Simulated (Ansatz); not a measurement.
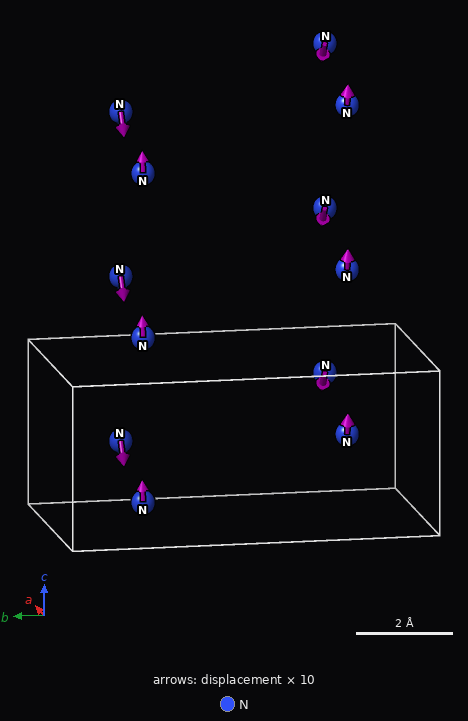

A symmetric starting cell of N. The purple arrows show how the atoms are displaced (without the part that the change of the cell carries along), magnified 10 times. Besides, the cell is strained by −1.3 % along c, −4.0 % along a, −4.7 % along b (volume −9.7 %). Style: ball-and-stick. Shown: the cell of the calculation, repeated 1 × 1 × 3 with one cell outlined, from a free direction.

The calculation used DFT PBE, scalar-relativistic, plane waves, PAW (Ansatz 0.2.0). (plane-wave cutoff 420 eV; k-point mesh 10 × 6 × 12; occupations gaussian; smearing width 0.1 eV; no spin polarisation)

### Describe the displacements and the computed response.

Atoms are displaced by 0.06 Å relative to the cell. No relaxation follows. The starting cell wasn't computed here and needn't be at equilibrium, so pressure and forces aren't due to the change alone. The pressure is −12.7 GPa (not all of it need come from the change, since the unchanged cell can be under pressure at this level too). The principal stresses (compression positive) are −0.9 GPa along b, −5.5 GPa along c, −31.8 GPa along a. The largest forces, 1.6 eV/Å, act on 4 N atoms of the calculation's cell. The forces point along the displacements, not back (a soft direction, or forces left over where the reference was relaxed at another level) (cosine 0.90). The space group (tolerance 0.01 Å) goes from Pnma (No. 62) to Pmn2_1 (No. 31).
